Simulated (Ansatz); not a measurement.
**Nudged elastic band of Ni$_{7}$Si$_{16}$ (charge −2) (part 1 of 3)**

The run: nudged elastic band of Ni$_{7}$Si$_{16}$ (defect cell, 23 atoms in the cell, total charge −2). Method and program: DFT PBE, scalar-relativistic, plane waves, PAW, PAW set soft_1, spin-polarised (Ansatz 0.2.0).

The structure derives from a Materials Project entry. The run did not end well. One setting was made poor on purpose. It belongs to a series of runs on one base structure; here: band between the two ends.

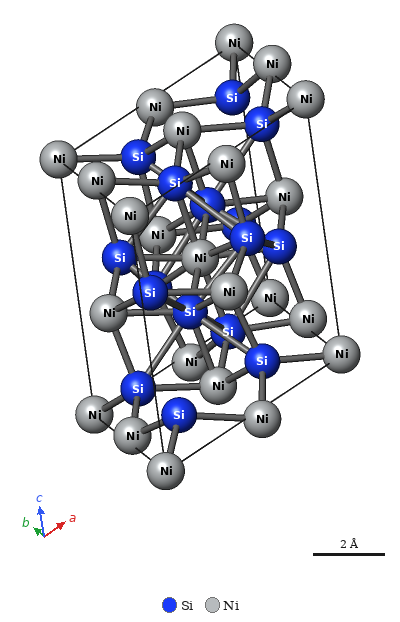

The starting structure (ball-and-stick view of the cell of the calculation, seen slightly off an axis). An atom can appear more than once, as a periodic image. Near neighbours in the periodic cell (some may lie outside the picture): Si has 3 Ni at 2.28 to 2.48 Å and 6 Si at 2.39 to 2.88 Å; Si has 4 Ni at 2.33 to 2.35 Å and 6 Si at 2.63 to 2.82 Å; Ni has 8 Si at 2.28 to 2.48 Å.

Input file
```yaml
crystal:
  lattice:
    - [0.0, 5.38631, 5.38631]
    - [5.38631, 0.0, 5.38631]
    - [5.38631, 5.38631, 0.0]
  atoms:
    - { symbol: Si, position: [0.14155968, 0.09643, 0.13661312] }
    - { symbol: Si, position: [0.3669264, 0.37873269, 0.3765905] }
    - { symbol: Ni, position: [-0.00096815, -0.00076529, 0.00366186] }
    - { symbol: Si, position: [0.0948908, 0.13915448, 0.62828342] }
    - { symbol: Si, position: [0.37779262, 0.36668078, 0.87645435] }
    - { symbol: Si, position: [0.1221379, 0.62297391, 0.13248573] }
    - { symbol: Si, position: [0.36292045, 0.87321676, 0.35981988] }
    - { symbol: Ni, position: [0.00417697, 0.46256199, 0.0375534] }
    - { symbol: Si, position: [0.12496775, 0.63514879, 0.64199292] }
    - { symbol: Si, position: [0.37521591, 0.8772346, 0.86765873] }
    - { symbol: Ni, position: [-0.00589418, 0.53568145, 0.5058898] }
    - { symbol: Si, position: [0.62291138, 0.1218454, 0.12156147] }
    - { symbol: Si, position: [0.87277027, 0.36297379, 0.40401645] }
    - { symbol: Ni, position: [0.53718364, -0.00690671, -0.03681637] }
    - { symbol: Si, position: [0.63566562, 0.12524501, 0.59744115] }
    - { symbol: Si, position: [0.87616346, 0.3754978, 0.87927584] }
    - { symbol: Ni, position: [0.46102658, 0.00576216, 0.49479948] }
    - { symbol: Si, position: [0.63133682, 0.62000359, 0.12401336] }
    - { symbol: Si, position: [0.85689134, 0.90184048, 0.37629084] }
    - { symbol: Ni, position: [0.49922057, 0.49969497, -0.00116422] }
    - { symbol: Si, position: [0.62054047, 0.63195472, 0.62215686] }
    - { symbol: Si, position: [0.9032576, 0.85931814, 0.86394195] }
    - { symbol: Ni, position: [0.49879061, 0.49935488, 0.50020628] }
magnetization:
  spin_polarized: true
total_charge: -2
basis:
  ecutwfc: 420.0
kpoints:
  mp_grid: { grid: [2, 2, 2] }
hamiltonian:
  xc: pbe
  pseudopotentials: { kind: paw, azcp: { folder: soft_1 } }
scf:
  occupations: { method: gaussian, width: 0.05 }
  lower_state_search: "off"
  max_iter: 52
neb:
  images: 3
  f_tol: 0.05
  max_iterations: 44
  order_check: false
  spring: 50.0
  optimiser: fire
  final_atoms:
    - { symbol: Si, position: [0.12263556, 0.12578815, 0.12578815] }
    - { symbol: Si, position: [0.35603964, 0.38132012, 0.38132012] }
    - { symbol: Ni, position: [0.0, 0.0, 0.0] }
    - { symbol: Si, position: [0.11867988, 0.14396036, 0.61867988] }
    - { symbol: Si, position: [0.37421185, 0.37736444, 0.87421185] }
    - { symbol: Si, position: [0.11867988, 0.61867988, 0.14396036] }
    - { symbol: Si, position: [0.37421185, 0.87421185, 0.37736444] }
    - { symbol: Ni, position: [0.0, 0.5, 0.0] }
    - { symbol: Si, position: [0.11867988, 0.61867988, 0.61867988] }
    - { symbol: Si, position: [0.37421185, 0.87421185, 0.87421185] }
    - { symbol: Ni, position: [0.0, 0.0, 0.5] }
    - { symbol: Si, position: [0.62578815, 0.12578815, 0.12578815] }
    - { symbol: Si, position: [0.88132012, 0.38132012, 0.38132012] }
    - { symbol: Ni, position: [0.5, 0.0, 0.0] }
    - { symbol: Si, position: [0.62578815, 0.12578815, 0.62263556] }
    - { symbol: Si, position: [0.88132012, 0.38132012, 0.85603964] }
    - { symbol: Ni, position: [0.5, 0.0, 0.5] }
    - { symbol: Si, position: [0.62578815, 0.62263556, 0.12578815] }
    - { symbol: Si, position: [0.88132012, 0.85603964, 0.38132012] }
    - { symbol: Ni, position: [0.5, 0.5, 0.0] }
    - { symbol: Si, position: [0.64396036, 0.61867988, 0.61867988] }
    - { symbol: Si, position: [0.87736444, 0.87421185, 0.87421185] }
    - { symbol: Ni, position: [0.5, 0.5, 0.5] }
```

Machine: 4 threads of Arm Neoverse V2, 24 GiB of memory available, shared host.

Command:
```bash
ansatz run input.yaml --threads 4 --pin off --max-ram 10240MiB --backend cpu --events-out ev --progress --plain --runs-dir out
```

Output
```
Warning: neb: disabling space-group detection — the band's intermediate images generally break the endpoint symmetry, so no spatial operation reduces the k-mesh or symmetrises the density, except that a semilocal band can use its path's symmetry ahead of convergence; time reversal is kept, so that k and −k are solved as one point where they differ and the mesh holds both, and exact exchange and, on two spinor components, a DFT+U term hold to it where the run has them: on two components no moment then forms, and a state that bears one, which a typed moment (crystal.atoms[].spin; refused beside efield: under a hybrid functional) reaches, can lie lower, under hf by electronvolts; crystal.symmetry.detect: false (a key that needs symmetry detection or time reversal refuses this as the deck is read) with time_reversal: false beside it drops time reversal too
Warning: between the path's two end points as given, atom 10 moves 4.081 Å, but a periodic copy of its final position lies 3.537 Å from its initial position (atoms with a nearer copy: 1). The path is placed between the positions as given. If the final geometry was wrapped back into the cell, it goes the long way round and its barrier is wrong: give each position of final_atoms that was wrapped, be it another atom's, in the copy that is meant, in a crystal or on a slab the one nearest to the atom's initial position, of atoms alone in their cell the one beside the others as in crystal.atoms, all in one place with crystal.atoms. If the atom really moves that far, or all atoms stand shifted by as much, ignore this warning
Engine: ansatz 0.2.0, aarch64-unknown-linux-gnu
Pseudopotentials: kind: paw
Pseudopotential: Si, paw, valence charge 4, recommended cutoff 420 eV (normal), [file]
Pseudopotential: Ni, paw, valence charge 18, recommended cutoff 420 eV (normal), [file]
Functional definition: PBE
  parameter kappa = 0.804
  parameter beta = 0.06672455060314922
  exchange = pbe_x(kappa = kappa, mu = beta*pi^2/3)
  correlation = pbe_c(beta = beta)
parallel-image band execution: 3 concurrent image workers
NEB image 0
Crystal: 23 atoms, lattice volume = 312.539 Å³
Basis set: ecut = 420 eV, 6183 PW (Γ), exchange–correlation on 108×108×108 points (8 copies of the dense FFT grid, shifted against one another)
Bands: 119, of which v1, the nominal top of the filled ones, is band 96 counted from 1 (95 counted from 0)
Symmetry: 1 space group operations
k-points: 8
Non-local potential: Si, projectors of the file, l = 0: 2, l = 1: 2, l = 2: 1
Non-local potential: Ni, projectors of the file, l = 0: 3, l = 1: 2, l = 2: 3, l = 3: 1
PAW form: soft (Blöchl's): semilocal exchange-correlation on the pseudo side does not see the compensation charge
PAW one-centre angular grid: Si, 110 points (default); XC on 64 Gauss nodes
PAW one-centre angular grid: Ni, 590 points (default); XC on 64 Gauss nodes
Initial density: superposition of atomic densities (chi_scale 0.1, normalization cell, long waves kept (reshape's long-wave potential 0.00 eV rms))
Initial wavefunctions: pseudopotential atomic-orbital guess
Functional: x = pbe(κ = 0.804, μ = 0.2195149727645171), c = pbe(β = 0.06672455060314922)
SCF iter   1: F=—  HF=-51038.780446 eV  |F-HF|=—  |Δ(HF+E_count)|=         —  Δρ=8.32e-2 (↑8.32e-2 ↓8.32e-2)  dr2=4.97e1  dr2_m=0.00e0  M=0.000 μB ∫|m|=0.000 μB  β_m=0.30  ethr=3.10e-3  ⟨swp⟩=7.6  Hψ=4262  notcnv=0  defer=12
preconditioner: auto → Resta (q_TF=auto, 2.515 Å⁻¹)  ε∞=11.9  [insulator: Δε(μ)=0.082 eV  Ē_g=7.418 eV  σ=0.050 eV  W_gap=0.52  n_scr=64 (ndim 8)  ℏωp=24.5 eV  f_vac=0.000  D(μ)=15.32/eV (n_scr^D=136)  ε∞_Penn≈11.9]
spin=Collinear: Resta preconditioning applied to the charge; magnetization (m = ρ↑ − ρ↓) channel mixes plain (no charge-response kernel on spin).
SCF iter   2: F=—  HF=-51035.339450 eV  |F-HF|=—  |Δ(HF+E_count)|=    3.44e0  Δρ=4.40e-2 (↑4.40e-2 ↓4.40e-2)  dr2=2.09e1  dr2_m=0.00e0  M=0.000 μB ∫|m|=0.000 μB  β_m=0.25  ethr=3.10e-3  ⟨swp⟩=3.0  Hψ=2074  notcnv=0  defer=144
preconditioner: auto → Kerker (q_TF=auto, 2.515 Å⁻¹)  [metal: Δε(μ)=0.002 eV  Ē_g=7.847 eV  σ=0.050 eV  W_gap=0.02  n_scr=64 (ndim 8)  ℏωp=24.5 eV  f_vac=0.000  D(μ)=10.61/eV (n_scr^D=64)]
spin=Collinear: Kerker preconditioning applied to the charge; magnetization (m = ρ↑ − ρ↓) channel mixes plain (no charge-response kernel on spin).
SCF iter   3: F=—  HF=-51032.827028 eV  |F-HF|=—  |Δ(HF+E_count)|=    2.51e0  Δρ=1.52e-2 (↑1.52e-2 ↓1.52e-2)  dr2=3.35e0  dr2_m=0.00e0  M=0.000 μB ∫|m|=0.000 μB  β_m=0.47  ethr=3.10e-3  ⟨swp⟩=2.8  Hψ=1526  notcnv=0  defer=144
SCF iter   4: F=—  HF=-51032.062778 eV  |F-HF|=—  |Δ(HF+E_count)|=   7.64e-1  Δρ=1.20e-2 (↑1.20e-2 ↓1.20e-2)  dr2=1.62e0  dr2_m=0.00e0  M=0.000 μB ∫|m|=0.000 μB  β_m=0.52  ethr=1.75e-3  ⟨swp⟩=2.1  Hψ=1212  notcnv=0  defer=144
SCF iter   5: F=—  HF=-51032.093438 eV  |F-HF|=—  |Δ(HF+E_count)|=   3.07e-2  Δρ=1.91e-2 (↑1.91e-2 ↓1.91e-2)  dr2=3.43e0  dr2_m=0.00e0  M=0.000 μB ∫|m|=0.000 μB  β_m=0.37  ethr=8.46e-4  ⟨swp⟩=3.1  Hψ=1607  notcnv=0  defer=144
SCF iter   6: F=—  HF=-51031.812657 eV  |F-HF|=—  |Δ(HF+E_count)|=   2.81e-1  Δρ=3.43e-3 (↑3.43e-3 ↓3.43e-3)  dr2=1.39e-1  dr2_m=0.00e0  M=0.000 μB ∫|m|=0.000 μB  β_m=0.69  ethr=8.46e-4  ⟨swp⟩=2.0  Hψ=1364  notcnv=0  defer=144
SCF iter   7: F=—  HF=-51031.867922 eV  |F-HF|=—  |Δ(HF+E_count)|=   5.53e-2  Δρ=8.22e-3 (↑8.22e-3 ↓8.22e-3)  dr2=6.18e-1  dr2_m=0.00e0  M=0.000 μB ∫|m|=0.000 μB  β_m=0.69  ethr=7.25e-5  ⟨swp⟩=2.4  Hψ=1581  notcnv=0  defer=144
SCF iter   8: F=—  HF=-51031.823337 eV  |F-HF|=—  |Δ(HF+E_count)|=   4.46e-2  Δρ=1.79e-3 (↑1.79e-3 ↓1.79e-3)  dr2=3.34e-2  dr2_m=0.00e0  M=0.000 μB ∫|m|=0.000 μB  β_m=0.74  ethr=7.25e-5  ⟨swp⟩=2.1  Hψ=1241  notcnv=0  defer=144
SCF iter   9: F=—  HF=-51031.822014 eV  |F-HF|=—  |Δ(HF+E_count)|=   1.32e-3  Δρ=1.24e-3 (↑1.24e-3 ↓1.24e-3)  dr2=1.51e-2  dr2_m=0.00e0  M=0.000 μB ∫|m|=0.000 μB  β_m=0.59  ethr=1.74e-5  ⟨swp⟩=2.0  Hψ=1233  notcnv=0  defer=144
SCF iter  10: F=—  HF=-51031.821735 eV  |F-HF|=—  |Δ(HF+E_count)|=   2.79e-4  Δρ=1.05e-3 (↑1.05e-3 ↓1.05e-3)  dr2=1.07e-2  dr2_m=0.00e0  M=0.000 μB ∫|m|=0.000 μB  β_m=0.45  ethr=7.87e-6  ⟨swp⟩=2.0  Hψ=1210  notcnv=0  defer=144
SCF iter  11: F=—  HF=-51031.821149 eV  |F-HF|=—  |Δ(HF+E_count)|=   5.86e-4  Δρ=2.36e-4 (↑2.36e-4 ↓2.36e-4)  dr2=5.27e-4  dr2_m=0.00e0  M=0.000 μB ∫|m|=0.000 μB  β_m=0.64  ethr=5.55e-6  ⟨swp⟩=1.5  Hψ=963  notcnv=0  defer=144
SCF iter  12: F=—  HF=-51031.821236 eV  |F-HF|=—  |Δ(HF+E_count)|=   8.65e-5  Δρ=1.48e-4 (↑1.48e-4 ↓1.48e-4)  dr2=2.09e-4  dr2_m=0.00e0  M=0.000 μB ∫|m|=0.000 μB  β_m=0.55  ethr=2.75e-7  ⟨swp⟩=2.0  Hψ=1206  notcnv=0  defer=144
SCF iter  13: F=—  HF=-51031.821212 eV  |F-HF|=—  |Δ(HF+E_count)|=   2.35e-5  Δρ=1.39e-4 (↑1.39e-4 ↓1.39e-4)  dr2=1.85e-4  dr2_m=0.00e0  M=0.000 μB ∫|m|=0.000 μB  β_m=0.43  ethr=1.09e-7  ⟨swp⟩=2.1  Hψ=1181  notcnv=0  defer=144
SCF iter  14: F=—  HF=-51031.821264 eV  |F-HF|=—  |Δ(HF+E_count)|=   5.16e-5  Δρ=4.61e-5 (↑4.61e-5 ↓4.61e-5)  dr2=2.20e-5  dr2_m=0.00e0  M=0.000 μB ∫|m|=0.000 μB  β_m=0.42  ethr=9.66e-8  ⟨swp⟩=2.0  Hψ=1040  notcnv=0  defer=144
SCF iter  15: F=—  HF=-51031.821187 eV  |F-HF|=—  |Δ(HF+E_count)|=   7.72e-5  Δρ=2.66e-5 (↑2.66e-5 ↓2.66e-5)  dr2=5.70e-6  dr2_m=0.00e0  M=0.000 μB ∫|m|=0.000 μB  β_m=0.43  ethr=1.14e-8  ⟨swp⟩=2.0  Hψ=1130  notcnv=0  defer=144
SCF iter  16: F=—  HF=-51031.821187 eV  |F-HF|=—  |Δ(HF+E_count)|=   1.07e-7  Δρ=1.60e-5 (↑1.60e-5 ↓1.60e-5)  dr2=2.83e-6  dr2_m=0.00e0  M=0.000 μB ∫|m|=0.000 μB  β_m=0.40  ethr=2.97e-9  ⟨swp⟩=2.0  Hψ=1153  notcnv=0  defer=144
SCF iter  17: F=—  HF=-51031.821187 eV  |F-HF|=—  |Δ(HF+E_count)|=   6.12e-9  Δρ=1.09e-5 (↑1.09e-5 ↓1.09e-5)  dr2=1.19e-6  dr2_m=0.00e0  M=0.000 μB ∫|m|=0.000 μB  β_m=0.35  ethr=1.47e-9  ⟨swp⟩=2.0  Hψ=1172  notcnv=0  defer=144
SCF iter  18: F=—  HF=-51031.821187 eV  |F-HF|=—  |Δ(HF+E_count)|=   3.77e-8  Δρ=1.11e-5 (↑1.11e-5 ↓1.11e-5)  dr2=1.17e-6  dr2_m=0.00e0  M=0.000 μB ∫|m|=0.000 μB  β_m=0.27  ethr=6.20e-10  ⟨swp⟩=2.0  Hψ=1177  notcnv=0  defer=144
SCF iter  19: F=—  HF=-51031.821187 eV  |F-HF|=—  |Δ(HF+E_count)|=   8.05e-8  Δρ=3.23e-6 (↑3.23e-6 ↓3.23e-6)  dr2=1.21e-7  dr2_m=0.00e0  M=0.000 μB ∫|m|=0.000 μB  β_m=0.48  ethr=6.11e-10  ⟨swp⟩=2.0  Hψ=1047  notcnv=0  defer=144
SCF iter  20: F=—  HF=-51031.821187 eV  |F-HF|=—  |Δ(HF+E_count)|=   3.82e-8  Δρ=6.13e-6 (↑6.13e-6 ↓6.13e-6)  dr2=3.62e-7  dr2_m=0.00e0  M=0.000 μB ∫|m|=0.000 μB  β_m=0.36  ethr=5.21e-11  ⟨swp⟩=3.9  Hψ=2658  notcnv=0  recentre
SCF iter  21: F=-51031.821187 eV  HF=-51031.821187 eV  |F-HF|=2.36e-8  |Δ(HF+E_count)|=   2.63e-8  Δρ=2.35e-6 (↑2.35e-6 ↓2.35e-6)  dr2=5.69e-8  dr2_m=0.00e0  M=0.000 μB ∫|m|=0.000 μB  ethr=5.21e-11  ⟨swp⟩=2.0  Hψ=2728  notcnv=0
SCF 1 converged in 21 iterations: F = -51031.821187 eV  dr2 = 5.69e-8
  greatest PAW one-centre occupation: 1.000 electrons in one spin orbital (limit 2), on the Ni atom at site 2 (counted from 0), in its partial waves of l = 1
NSCF: frozen V_eff on 8 k-points
NEB image 4
SCF iter   1: F=—  HF=-51038.229122 eV  |F-HF|=—  |Δ(HF+E_count)|=         —  Δρ=8.32e-2 (↑8.32e-2 ↓8.32e-2)  dr2=5.00e1  dr2_m=0.00e0  M=0.000 μB ∫|m|=0.000 μB  β_m=0.30  ethr=3.10e-3  ⟨swp⟩=7.4  Hψ=4215  notcnv=0  defer=13
preconditioner: auto → Resta (q_TF=auto, 2.515 Å⁻¹)  ε∞=12.1  [insulator: Δε(μ)=0.127 eV  Ē_g=7.364 eV  σ=0.050 eV  W_gap=0.60  n_scr=64 (ndim 8)  ℏωp=24.5 eV  f_vac=0.000  D(μ)=30.71/eV (n_scr^D=410)  ε∞_Penn≈12.1]
spin=Collinear: Resta preconditioning applied to the charge; magnetization (m = ρ↑ − ρ↓) channel mixes plain (no charge-response kernel on spin).
SCF iter   2: F=—  HF=-51035.004503 eV  |F-HF|=—  |Δ(HF+E_count)|=    3.22e0  Δρ=4.53e-2 (↑4.53e-2 ↓4.53e-2)  dr2=2.19e1  dr2_m=0.00e0  M=0.000 μB ∫|m|=0.000 μB  β_m=0.25  ethr=3.10e-3  ⟨swp⟩=3.1  Hψ=2244  notcnv=0  defer=120
[...]
  greatest PAW one-centre occupation: 1.000 electrons in one spin orbital (limit 2), on the Ni atom at site 22 (counted from 0), in its partial waves of l = 1
NSCF: frozen V_eff on 8 k-points
NEB end point (image 0): max|allowed force component| = 1.619e-2 eV/Å (the criterion of neb.relax_end_points is 1.000e-2)
NEB end point (image 4): max|allowed force component| = 1.373e-2 eV/Å (the criterion of neb.relax_end_points is 1.000e-2)
NEB image 1
preconditioner: auto → Resta (q_TF=auto, 2.515 Å⁻¹)  ε∞=11.5  [insulator: Δε(μ)=0.229 eV  Ē_g=7.563 eV  σ=0.050 eV  W_gap=1.00  n_scr=64 (ndim 8)  ℏωp=24.5 eV  f_vac=0.000  D(μ)=0.05/eV (n_scr^D=0)  ε∞_Penn≈11.5]
spin=Collinear: Resta preconditioning applied to the charge; magnetization (m = ρ↑ − ρ↓) channel mixes plain (no charge-response kernel on spin).
  greatest PAW one-centre occupation: 1.002 electrons in one spin orbital (limit 2), on the Ni atom at site 10 (counted from 0), in its partial waves of l = 1
```
